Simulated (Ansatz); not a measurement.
LiI, space group Fm-3m (No. 225), a = 6.018 Å, b = 6.018 Å, c = 6.018 Å, α = 90.00°, β = 90.00°, γ = 90.00°

```json
{"site": "Li", "Wyckoff": "4a", "x": "0.0000", "y": "0.0000", "z": "0.0000"}
{"site": "I", "Wyckoff": "4b", "x": "0.5000", "y": "0.0000", "z": "0.0000"}
```

Source: the geometry relaxed with Ansatz, DFT PBE, scalar-relativistic, plane waves, PAW.

Describe the coordination of Li.

Answer. LiI6: an essentially ideal octahedron (coordination number 6, S = 0.00; next best trigonal prism, S = 16.7). Bonds: 6 × Li–I 3.01 Å. The next neighbour, not counted, lies at 4.26 Å.

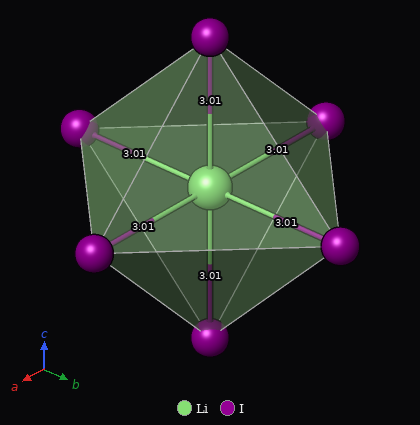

The polyhedron about Li. Shape measures S are computed against regular polyhedra or, for capped shapes, the nearer of the equal-edge and equal-bond forms.
